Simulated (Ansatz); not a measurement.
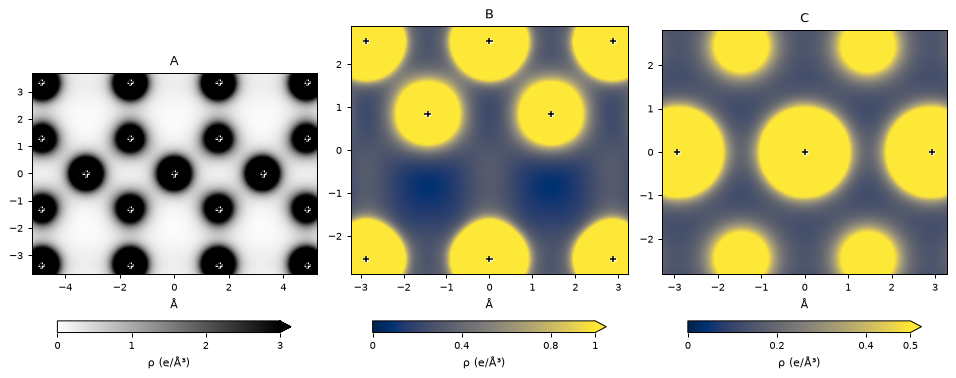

The valence electron density of 3 systems, each on a plane through atoms (crosses mark nuclei in the plane).

The calculation used Ansatz, DFT, PBE, plane-wave PAW, default files, scalar-relativistic.

System 1: Ag, the (010) plane of the conventional cell. Space group P6₃/mmc; computed pressure about −2 GPa in this cell.

```
Ag
1.0
     2.93000    0.00000    0.00000
    -1.46500    2.53745    0.00000
     0.00000    0.00000    4.93370
Ag
2
Direct
  0.33333 0.66667 0.25000
  0.66667 0.33333 0.75000
```

System 2: SnO$_{2}$, the (110) plane of the conventional cell. Space group P4₂/mnm; computed pressure about 6 GPa in this cell.

System 3: TaN, the (110) plane of the conventional cell. Space group P-6m2; computed pressure about 5 GPa in this cell; the program warned that a starting moment wasn't kept; spin-polarised, but the moments vanished.

```
Ta N
1.0
     2.93800    0.00000    0.00000
    -1.46900    2.54438    0.00000
     0.00000    0.00000    2.88300
Ta N
1 1
Direct
  0.33333 0.66667 0.50000
  0.00000 0.00000 0.00000
```

> Match each panel to its system.

Panel A is system 2, SnO$_{2}$: the plane holds Sn and O. Sn–O (2.08 Å): ρ is about 0.64 e/Å³ halfway. Panel B is system 3, TaN: the plane holds Ta and N. Ta–N (2.23 Å): ρ is about 0.54 e/Å³ halfway. Panel C is system 1, Ag: the plane holds Ag. Ag–Ag (2.93 Å): the density is about 0.19 e/Å³ at the midpoint.
